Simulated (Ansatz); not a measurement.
# Ti/MgO/TiB2: predicting the conductance of a thicker barrier

How it was computed: Ansatz 0.2.0, plane waves with PAW datasets, PBE. Interfaces are relaxed in a short slab (with D3(BJ) where the barrier is layered), set between ideal electrode layers that go on as semi-infinite leads, and the zero-bias conductance G at 300 K comes from T(E) on a typed mesh. The error is the largest of the program's estimates from energy step, mesh, the leads' potential steps and neutrality; its separate bound for narrow resonances between the energies solved isn't counted and can be far larger. The lower electrode is Ti (hcp 0001), the upper TiB2 (AlB2 0001) and the barrier MgO (rock salt 111), on a net of side 2.93 Å; d is the distance between the electrodes' last planes.

The runs shown:

| planes in the barrier | d (Å) | G (S/m²) | error (%) | lead step (meV) |
| --- | --- | --- | --- | --- |
| 5 | 9.68 | 7.01e11 | 48 | 53 |
| 7 | 12.16 | 1.46e11 | 46 | 53 |
| 9 | 14.64 | 3.37e10 | 34 | 32 |
| 11 | 17.12 | 8.10e9 | 58 | 53 |

Task: A further run has 13 planes, d = 19.59 Å. Fit G ∝ exp(−βd) to the rows shown and predict its conductance.

**Worked fit.** Take y = ln G: 27.28, 25.71, 24.24 and 22.82. The means are d = 13.40 Å and y = 25.01; Σ(Δd Δy) = −18.41 and Σ(Δd)² = 30.75, so the slope is −0.599 Å⁻¹ (β = 0.599 Å⁻¹). At d = 19.59 Å, y = 25.01 − 0.599 × 6.19 = 21.30, or G = 1.79e9 S/m².

**The withheld run.** The run gave 2.00e9 S/m², with an error estimate of 60 % and a lead step of 53 meV. The prediction is 0.895 times that, too low by 10 %. That lies within the runs' own error estimates, carried through the fit.

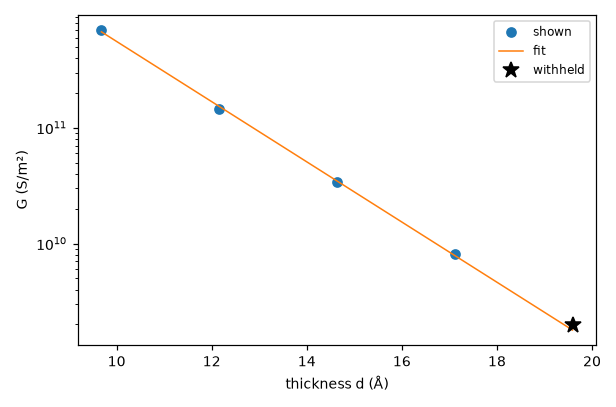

Fit and withheld run.

Caveats: The interfaces are ideal, one cell wide, strained to a common net and relaxed from one registry with their symmetry kept. PBE's gaps are too small, so true decay constants are likely larger where the Fermi level lies deep in a gap. No spin-orbit coupling, phonons, disorder or image charges enter. The rows shown are chosen by tests on error estimates (under 100 to 120 %), lead steps (under 150 meV, though the program warns over 25), intact interfaces and, for fits, a steady trend in the rows shown; the data set holds 414 series of this kind, and not all pass.
